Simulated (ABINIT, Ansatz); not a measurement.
# Quasiparticle gap of CaO (Lime) in ABINIT, part 2 of 2

Wanted: ground state, empty states, screening and self-energy for CaO (Lime).

ABINIT 10.8.3; PBE and many-body steps on it, plane waves. Known limits of the many-body steps: not at the basis limit.

So far. Step 2 (Ground state): The gap is indirect, with the least direct gap 0.37 eV higher. Step 3 (Bands along the symmetry lines): The gap is 3.662 eV, as in the run before at this level.

## Step 4: Empty states on the mesh, 6×6×6 mesh, 168 bands

Level of this step: DFT, PBE, plane waves, norm-conserving pseudopotentials (ABINIT).

The sums over transitions need many empty states on a uniform mesh; this step solves for them.

Input file run.abi:

```
acell 3*1.0 Angstrom
rprim 
  -0.000000000000 2.406500000000 2.406500000000
  2.406500000000 -0.000000000000 2.406500000000
  2.406500000000 2.406500000000 -0.000000000000
ntypat 2
znucl 20 8
natom 2
typat 1 2
xred 
  0.000000000000 0.000000000000 0.000000000000
  0.500000000000 0.500000000000 0.500000000000
pp_dirpath "pseudos"
pseudos "Ca.upf, O.upf"
ecut 36
ngkpt 6 6 6
nshiftk 1
shiftk 0 0 0
kptopt 1
chksymbreak 0
irdden 1
istwfk *1
nband 168
prtvol 0
optdriver 6
gwr_task "HDIAGO"
paral_kgb 0
occopt 1
indata_prefix "in"
outdata_prefix "out"
tmpdata_prefix "tmp"
```

On the command line:

```bash
$ OMP_NUM_THREADS=1 mpirun -n 8 abinit run.abi > log
```

Numbers of over 12 decimals in the logs are rounded to 6 here.

The program printed:

```text
[banner, memory and clock lines left out]
.Version 10.8.3 of ABINIT. v10.8.2 released Aug 2026.

 Symmetries : space group Fm -3 m (#225); Bravais cF (face-center cubic)
[... echo of the input left out ...]
== DATASET  1 ==================================================================
-   mpi_nproc: 8, omp_nthreads: 1 (-1 if OMP is not activated)

--- !DatasetInfo
iteration_state: {dtset: 1, }
dimensions: {natom: 2, nkpt: 16, mband: 168, nsppol: 1, nspinor: 1, nspden: 1, mpw: 1964, }
cutoff_energies: {ecut:  36.0, pawecutdg:  -1.0, }
electrons: {nelect:   1.60000000E+01, charge:   0.00000000E+00, occopt:   1.00000000E+00, tsmear:   1.00000000E-02, }

.Using double precision arithmetic; gwpc =  8

- Reading GS density from: in_DEN

--- Pseudopotential description ------------------------------------------------
- Ca Generated using ONCVPSP code by D. R. Hamann
- 20.00000  10.00000  171031                  znucl, zion, pspdat
12 -101130 2 -1 1766                          pspcod,pspxc,lmax,lloc,mmax
     nproj     2     2     2
  pspatm : epsatm=   12.33471919
         --- l  ekb(1:nproj) -->
             0   10.063789    0.972391
             1    3.049878    0.471799
             2   -3.406671   -1.078890
 pspatm: atomic psp has been read  and splines computed

- O Generated using ONCVPSP code by D. R. Hamann
-  8.00000   6.00000  171031                  znucl, zion, pspdat
12 -101130 2 -1 936                           pspcod,pspxc,lmax,lloc,mmax
     nproj     2     2     1
  pspatm : epsatm=    6.19545534
         --- l  ekb(1:nproj) -->
             0    6.056735    0.824024
             1   -4.717130   -1.149271
             2   -1.331955
 pspatm: atomic psp has been read  and splines computed

   2.96482793E+02                                ecore*ucvol(ha*bohr**3)

 Total charge density [el/Bohr^3]
)     Maximum=    9.2154E-01  at reduced coord.    0.4444    0.5556    0.5556
)     Minimum=    5.1365E-03  at reduced coord.    0.2500    0.2500    0.2500
   Integrated=    1.6000E+01

 === KS gaps after direct diagonalization ===
 Indirect band gap semiconductor
 Fundamental gap:     3.662 (eV)
   VBM:     5.064 (eV) at k: [ 0.0000E+00,  0.0000E+00,  0.0000E+00]
   CBM:     8.727 (eV) at k: [ 5.0000E-01,  5.0000E-01,  0.0000E+00]
 Direct gap:         4.037 (eV) at k: [ 5.0000E-01,  5.0000E-01,  0.0000E+00]

== END DATASET(S) ==============================================================

 -outvars: echo values of variables after computation  --------
           etotal      0.0000000000E+00
            nband         168
             nkpt          16
          spgroup         225
 [... the other variables as echoed above ...]

 Calculation completed.
```

Wall time 28 s (8 MPI ranks of Arm Neoverse N1, shared host); peak memory 2.1 GiB.

This step gave:

| Item | Value |
| --- | --- |
| gap | 3.662 eV |
| k of the valence top | 0, 0, 0 |
| k of the conduction bottom | 0.5, 0.5, 0 |
| least direct gap | 4.037 eV |
| k points computed | 16 |
| lowest point of the top converged band, above the valence top | 164.3910 eV |

On this mesh the gap is 3.662 eV.

## Step 5: Screening, 6×6×6 mesh, 160 bands, screening to 239.5 eV

The RPA dielectric matrix is built and inverted for each q.

This step: RPA screening on PBE, plane waves, norm-conserving pseudopotentials.

Changes to run.abi since step 4:

```diff
@@ -20,10 +20,11 @@
 chksymbreak 0
-irdden 1
 istwfk *1
-nband 168
-prtvol 0
-optdriver 6
-gwr_task "HDIAGO"
-paral_kgb 0
 occopt 1
+irdwfk 1
+optdriver 3
+nband 160
+ecuteps 8.8
+inclvkb 2
+awtr 1
+symchi 1
 indata_prefix "in"
```

The program printed:

```text
.Version 10.8.3 of ABINIT. v10.8.2 released Aug 2026.

 Symmetries : space group Fm -3 m (#225); Bravais cF (face-center cubic)
[... echo of the input left out ...]
== DATASET  1 ==================================================================
-   mpi_nproc: 8, omp_nthreads: 1 (-1 if OMP is not activated)

--- !DatasetInfo
iteration_state: {dtset: 1, }
dimensions: {natom: 2, nkpt: 16, mband: 160, nsppol: 1, nspinor: 1, nspden: 1, mpw: 1964, }
cutoff_energies: {ecut:  36.0, pawecutdg:  -1.0, }
electrons: {nelect:   1.60000000E+01, charge:   0.00000000E+00, occopt:   1.00000000E+00, tsmear:   1.00000000E-02, }

 SCREENING: Calculation of the susceptibility and dielectric matrices

 Based on a program developped by R.W. Godby, V. Olevano, G. Onida, and L. Reining.
 Incorporated in ABINIT by V. Olevano, G.-M. Rignanese, and M. Torrent.
.Using double precision arithmetic ; gwpc =  8

[... cell and pseudopotentials left out ...]
--------------------------------------------------------------------------------

 ==== K-mesh for the wavefunctions ====
 Number of points in the irreducible wedge :    16
[... list of points left out ...]
 Together with 48 symmetry operations and time-reversal symmetry
 yields   216 points in the full Brillouin Zone.

 ==== Q-mesh for the screening function ====
 Number of points in the irreducible wedge :    16
[... list of points left out ...]
 Together with 48 symmetry operations and time-reversal symmetry
 yields   216 points in the full Brillouin Zone.

 setmesh: FFT mesh size selected  =    25x   25x   25
          total number of points  =        15625

 vcoul_init : cutoff-mode = AUXILIARY_FUNCTION
 q-points for optical limit:   1
     1)      0.000010    0.000020    0.000030

- screening: taking advantage of time-reversal symmetry
- Maximum band index for partially occupied states nbvw = 8
- Remaining bands to be divided among processors   nbcw = 152
- Number of bands treated by each node ~19

 Number of electrons calculated from density =   16.0000; Expected =   16.0000
 average of density, n =  0.085062
 r_s =    1.4106
 omega_plasma =   28.1335 [eV]

 calculating chi0 at frequencies [eV] :
  1    0.000000E+00    0.000000E+00
  2    0.000000E+00    2.813348E+01

--------------------------------------------------------------------------------
  q-point number  1        q = ( 0.000000, 0.000000, 0.000000) [r.l.u.]
--------------------------------------------------------------------------------
[... chi0 elements left out ...]
 For q-point:  0.000010 0.000020 0.000030
  dielectric constant =   3.5669
  dielectric constant without local fields =   3.9233

  Average fulfillment of the sum rule on Im[epsilon] for q-point    1 :     81.51  [%]
[... wings left out ...]
  q-point number  2        q = ( 0.166667, 0.000000, 0.000000) [r.l.u.]
--------------------------------------------------------------------------------
[... chi0 elements left out ...]
  Average fulfillment of the sum rule on Im[epsilon] for q-point    2 :     87.37  [%]

 [... 14 further q-points ...]
```

The job ended after 3.1 min (8 MPI ranks; peak memory 1.7 GiB; 25 min of CPU time).

This step gave:

```yaml
eps_infinity_with_local_fields_on_this_mesh_along_the_program_s_q_direction: 3.567
the_same_without_local_fields: 3.923
plasma_frequency: 28.13 eV
plane_waves_in_the_screening_matrix: 259
```

Local fields lower ε∞ by 9 %.

## Step 6: Self-energy, 6×6×6 mesh, 160 bands, screening to 239.5 eV

The self-energy is evaluated for the states that the input lists, and the levels follow from it, in one-shot runs by the linearised quasiparticle equation.

This step: G0W0 on PBE, plane waves, norm-conserving pseudopotentials.

Changes to run.abi since step 5:

```diff
@@ -23,8 +23,17 @@
 irdwfk 1
-optdriver 3
+optdriver 4
 nband 160
+gwcalctyp 0
+ecutsigx 36
+symsigma 1
+nkptgw 2
+kptgw 
+  0.0000000000 0.0000000000 0.0000000000
+  0.5000000000 0.5000000000 0.0000000000
+bdgw 
+  6 12
+  7 10
 ecuteps 8.8
-inclvkb 2
-awtr 1
-symchi 1
+irdscr 1
+ppmodel 1
 indata_prefix "in"
```

The program printed:

```text
.Version 10.8.3 of ABINIT. v10.8.2 released Aug 2026.

 Symmetries : space group Fm -3 m (#225); Bravais cF (face-center cubic)
[... echo of the input left out ...]
== DATASET  1 ==================================================================
-   mpi_nproc: 8, omp_nthreads: 1 (-1 if OMP is not activated)

--- !DatasetInfo
iteration_state: {dtset: 1, }
dimensions: {natom: 2, nkpt: 16, mband: 160, nsppol: 1, nspinor: 1, nspden: 1, mpw: 1964, }
cutoff_energies: {ecut:  36.0, pawecutdg:  -1.0, }
electrons: {nelect:   1.60000000E+01, charge:   0.00000000E+00, occopt:   1.00000000E+00, tsmear:   1.00000000E-02, }

 SIGMA: Calculation of the GW corrections

 Based on a program developped by R.W. Godby, V. Olevano, G. Onida, and L. Reining.
 Incorporated in ABINIT by V. Olevano, G.-M. Rignanese, and M. Torrent.
.Using double precision arithmetic ; gwpc =  8

[... cell and pseudopotentials left out ...]
--------------------------------------------------------------------------------

 ==== K-mesh for the wavefunctions ====
 Number of points in the irreducible wedge :    16
[... list of points left out ...]
 Together with 48 symmetry operations and time-reversal symmetry
 yields   216 points in the full Brillouin Zone.

 ==== Q-mesh for screening function ====
 Number of points in the irreducible wedge :    16
[... list of points left out ...]
 Together with 48 symmetry operations and time-reversal symmetry
 yields   216 points in the full Brillouin Zone.

 vcoul_init : cutoff-mode = AUXILIARY_FUNCTION
 q-points for optical limit:   1
     1)      0.000010    0.000020    0.000030
 setmesh: FFT mesh size selected  =    36x   36x   36
          total number of points  =        46656

 Number of electrons calculated from density =   16.0000; Expected =   16.0000
 average of density, n =  0.085062
 r_s =    1.4106
 omega_plasma =   28.1335 [eV]

 === KS Band Gaps ===
  >>>> For spin  1
   Minimum direct gap =   4.0368 [eV], located at k-point      :   0.5000  0.5000  0.0000
   Fundamental gap    =   3.6624 [eV], Top of valence bands at :   0.0000  0.0000  0.0000
                                       Bottom of conduction at :   0.5000  0.5000  0.0000
 SIGMA fundamental parameters:
 PLASMON POLE MODEL  1
 number of plane-waves for SigmaX                 1917
 number of plane-waves for SigmaC and W            259
 number of plane-waves for wavefunctions          1917
 number of bands                                   160
 number of independent spin polarizations            1
 number of spinorial components                      1
 number of k-points in IBZ                          16
 number of q-points in IBZ                          16
 number of symmetry operations                      48
 number of k-points in BZ                          216
 number of q-points in BZ                          216
 number of frequencies for dSigma/dE                 9
 frequency step for dSigma/dE [eV]                0.25
 number of omega for Sigma on real axis              0
 max omega for Sigma on real axis  [eV]           0.00
 zcut for avoiding poles [eV]                     0.10

 EPSILON^-1 parameters (SCR file):
 dimension of the eps^-1 matrix on file            259
 dimension of the eps^-1 matrix used               259
 number of plane-waves for wavefunctions          1917
 number of bands                                   160
 number of q-points in IBZ                          16
 number of frequencies                               2
 number of real frequencies                          1
 number of imag frequencies                          1

 matrix elements of self-energy operator (all in [eV])

 Perturbative Calculation

--- !SelfEnergy_ee
iteration_state: {dtset: 1, }
kpoint     : [   0.000,    0.000,    0.000, ]
spin       : 1
KS_gap     :    4.714
QP_gap     :    6.239
Delta_QP_KS:    1.525
data: !SigmaeeData |
     Band     E0 <VxcDFT>   SigX SigC(E0)      Z dSigC/dE  Sig(E)    E-E0       E
        6   5.064 -19.387 -24.633   3.914   0.780  -0.283 -20.425  -1.038   4.026
        7   5.064 -19.387 -24.633   3.914   0.780  -0.283 -20.425  -1.038   4.026
        8   5.064 -19.387 -24.633   3.914   0.780  -0.283 -20.425  -1.038   4.026
        9   9.779 -10.893  -6.430  -3.886   0.844  -0.185 -10.406   0.487  10.266
       10  11.292 -13.900  -7.002  -4.778   0.842  -0.188 -12.115   1.785  13.077
       11  11.292 -13.900  -7.002  -4.778   0.842  -0.188 -12.115   1.785  13.077
       12  11.292 -13.900  -7.002  -4.778   0.842  -0.188 -12.115   1.785  13.077

--- !SelfEnergy_ee
iteration_state: {dtset: 1, }
kpoint     : [   0.500,    0.500,    0.000, ]
spin       : 1
KS_gap     :    4.037
QP_gap     :    6.314
Delta_QP_KS:    2.277
data: !SigmaeeData |
     Band     E0 <VxcDFT>   SigX SigC(E0)      Z dSigC/dE  Sig(E)    E-E0       E
        7   4.690 -18.916 -24.314   3.928   0.777  -0.287 -20.058  -1.142   3.548
        8   4.690 -18.916 -24.314   3.928   0.777  -0.287 -20.058  -1.142   3.548
        9   8.727 -11.430  -5.899  -4.196   0.850  -0.176 -10.295   1.134   9.861
       10  13.087 -16.112  -8.832  -4.890   0.833  -0.201 -14.121   1.991  15.078

== END DATASET(S) ==============================================================
================================================================================

 -outvars: echo values of variables after computation  --------
           etotal      0.0000000000E+00
            nband         160
             nkpt          16
          spgroup         225
 [... the other variables as echoed above ...]

 Calculation completed.
```

Wall time 30 s (8 MPI ranks); peak memory 2 GiB; 4 min of CPU time.

Numbers from this step:

```
G0W0 gap on the points computed              : 5.835 eV
starting gap on the mesh                     : 3.662 eV
k of the valence top                         : 0, 0, 0
k of the conduction bottom                   : 0.5, 0.5, 0
Z at the valence top                         : 0.78
Z at the conduction bottom                   : 0.85
least direct G0W0 gap on the computed points : 6.24 eV
```

The gap on the mesh goes from 3.66 eV to 5.84 eV, a correction of +2.17 eV.

Limits: finite bands, cutoff and mesh. v1 is the top filled band, c1 the lowest empty one. Levels before and after the correction, in eV, zero at the valence-band top of each column:

```tsv
	conduction bottom	valence top
Kohn-Sham	3.66	0.00
G0W0	5.83	0.00
```

```tsv
	level	energy (eV)
Kohn-Sham	Γ v3-v1	0.000
Kohn-Sham	Γ c1	4.714
Kohn-Sham	Γ c2-c4	6.228
Kohn-Sham	(0.5 0.5 0) v2-v1	-0.374
Kohn-Sham	(0.5 0.5 0) c1	3.662
Kohn-Sham	(0.5 0.5 0) c2	8.023
G0W0	Γ v3-v1	0.000
G0W0	Γ c1	6.240
G0W0	Γ c2-c4	9.051
G0W0	(0.5 0.5 0) v2-v1	-0.478
G0W0	(0.5 0.5 0) c1	5.835
G0W0	(0.5 0.5 0) c2	11.052
```

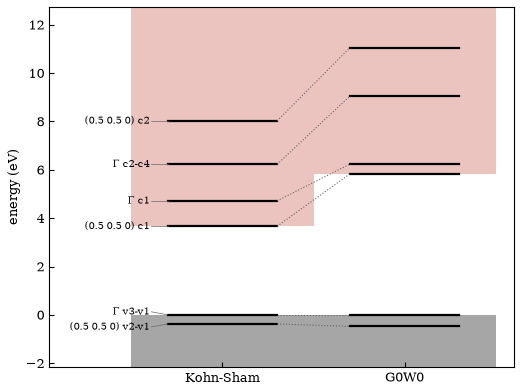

Levels before and after the correction. Shaded: valence and conduction bands.

## Step 7: Where the time went

Times are wall times on 8 MPI ranks of Arm Neoverse N1, shared host, good to a factor of about two.

```tsv
step	time	share	memory (GiB)
ground state	9.2 s	4 %	0.54
bands along the symmetry lines	8.2 s	3 %	0.47
empty states on the mesh	28 s	11 %	2.1
screening	3.1 min	71 %	1.7
self-energy	30 s	11 %	2.0
```

## Step 8: Summary of results

| Quantity | Value |
| --- | --- |
| PBE gap | 3.66 eV, indirect |
| G0W0 gap on the mesh | 5.84 eV |
| GW settings | 6×6×6 mesh, 160 bands, screening to 239.5 eV, Godby-Needs plasmon pole |
| known limits | not at the basis limit |

**Reading.** G0W0 moves the gap on the mesh from 3.66 eV to 5.84 eV (+2.17 eV), with Z of 0.78 and 0.85 at the edges. Local fields lower the RPA ε∞ on this mesh from 3.92 to 3.57. Only 2 of the mesh's irreducible points were corrected, so a valley elsewhere could overtake. The dearest step here is «screening». Bands and cutoff are finite, so the gap is not at the basis limit. The miss can reach some tenths of an eV and take either sign; the mesh is an error of its own. In the G0W0 run levels were corrected at 2 k points alone, so a gap called «on the mesh» is the least over those, and an edge elsewhere would be missed.

[Paths, hosts, dates, memory and timing lines, banners, echoed tables and standing remarks are left out of the program output.]

[Logs are printed without paths, hosts, clocks, repeated set-up lines and the standing remarks that a program may print on its own settings, such as how far it seeks lower states.]

[Runs of the session that timed out or met a known fault of the program may be left out.]

[Hosts, paths, dates, database ids (printed as entryN), source tags and the programs' standing remarks are cut or masked in the printed files.]

[G0W0 gaps are taken among the corrected bands and points alone; a level outside them can change the order at an edge.]

[Where Ansatz stands beside ABINIT at settings called matched, ABINIT's density can come from a denser mesh and the files from another edition; pairs whose starting gaps differed by over 0.03 eV were left out, so agreement reads better than it is.]
